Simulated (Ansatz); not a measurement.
Take the following structure.

```cif
data_structure
_symmetry_space_group_name_H-M 'P 1'
_symmetry_Int_Tables_number 1
_cell_length_a 5.1783
_cell_length_b 5.1783
_cell_length_c 5.1783
_cell_angle_alpha 90.000
_cell_angle_beta 90.000
_cell_angle_gamma 90.000
_cell_volume 138.86
loop_
_atom_site_label
_atom_site_type_symbol
_atom_site_fract_x
_atom_site_fract_y
_atom_site_fract_z
_atom_site_occupancy
Si1 Si 0.00000 0.00000 0.00000 1
W1 W 0.00000 0.00000 0.50000 1
W2 W 0.00000 0.50000 0.00000 1
W3 W 0.50000 0.00000 0.00000 1
Si2 Si 0.50000 0.50000 0.50000 1
W4 W 0.50000 0.50000 0.00000 1
W5 W 0.50000 0.00000 0.50000 1
W6 W 0.00000 0.50000 0.50000 1
```

> Describe what this structure looks like.

Chemical formula SiW₃. The symmetry is that of Im-3m (No. 229), on a body-centred cubic lattice. Atoms per cell: 8 (2 Si, 6 W). Si is coordinated by six W in an octahedral arrangement at 2.59 Å. About every W there are four W and two Si in an octahedral arrangement (2.59 Å to W, 2.59 Å to Si). The bonds build a three-dimensional framework.

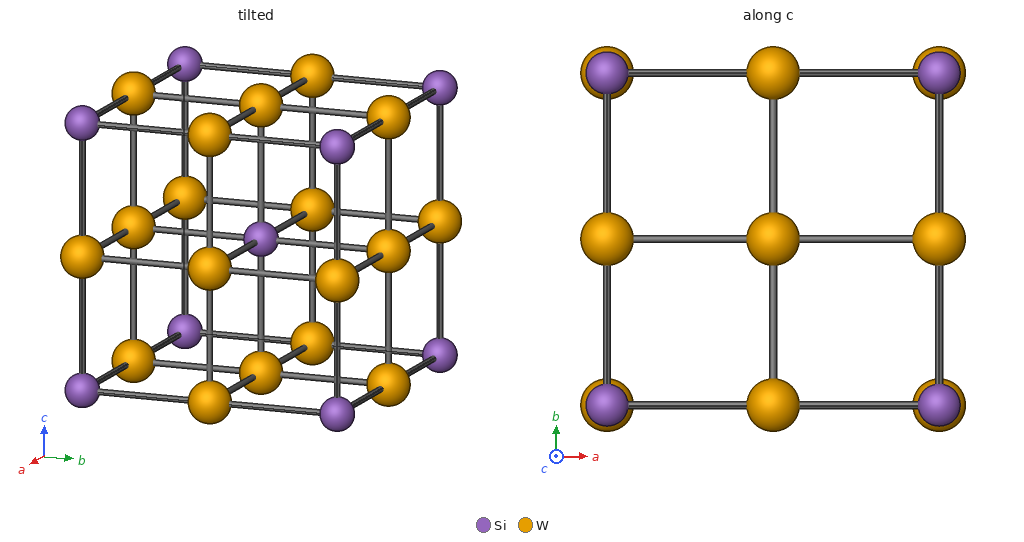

Structure drawing (ball-and-stick), viewed slightly off an axis and along the c axis. The parallelepiped is the conventional unit cell.

The structure comes from a structure listed in the Materials Project. The geometry was optimised with DFT r2SCAN, scalar-relativistic, plane waves, PAW (Ansatz 0.2.0).
